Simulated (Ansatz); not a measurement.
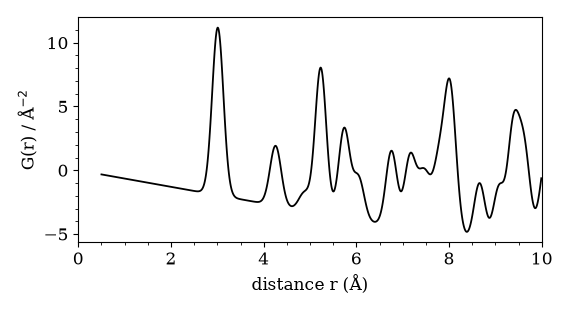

Computed X-ray G(r), with each pair weighted by the product of the atomic numbers (X-ray weights at Q = 0) and a uniform peak width σ = 0.12 Å.

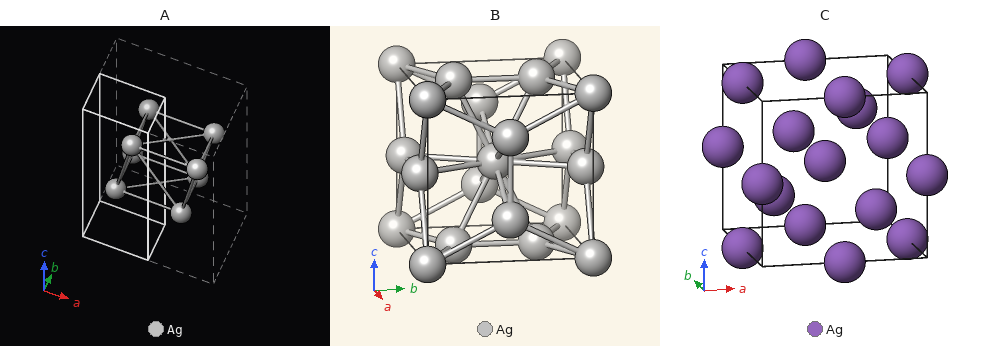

Candidate structures:

A. Ag, a = 3.026 Å, b = 3.026 Å, c = 4.883 Å, α = 90.00°, β = 90.00°, γ = 120.00°, P6_3/mmc

B. Ag, a = 5.367 Å, b = 5.367 Å, c = 5.367 Å, α = 90.00°, β = 90.00°, γ = 90.00°, Pm-3n

C. Ag, a = 6.331 Å, b = 6.331 Å, c = 6.331 Å, α = 90.00°, β = 90.00°, γ = 90.00°, Fd-3m

Origins: A, the input geometry of an electronic-structure calculation (not necessarily at equilibrium); the starting structure was generated, so it need not be a known form of this composition; B, the input geometry of an electronic-structure calculation (not necessarily at equilibrium); the starting structure was generated, so it need not be a known form of this composition; C, coordinates from a relaxation with DFT, revPBE, plane waves (420 eV) with PAW, scalar-relativistic (Ansatz 0.2.0); the starting structure was generated, so it need not be a known form of this composition.

From which structure was the curve computed?

Candidate A, Ag, P6_3/mmc (first clear peaks at 3.01 Å (Ag–Ag) and 4.26 Å (Ag–Ag)). The others: C would give first clear peaks at 2.73 Å (Ag–Ag) and 4.48 Å (Ag–Ag); B would give first clear peaks at 3.01 Å (Ag–Ag) and 3.26 Å (Ag–Ag).
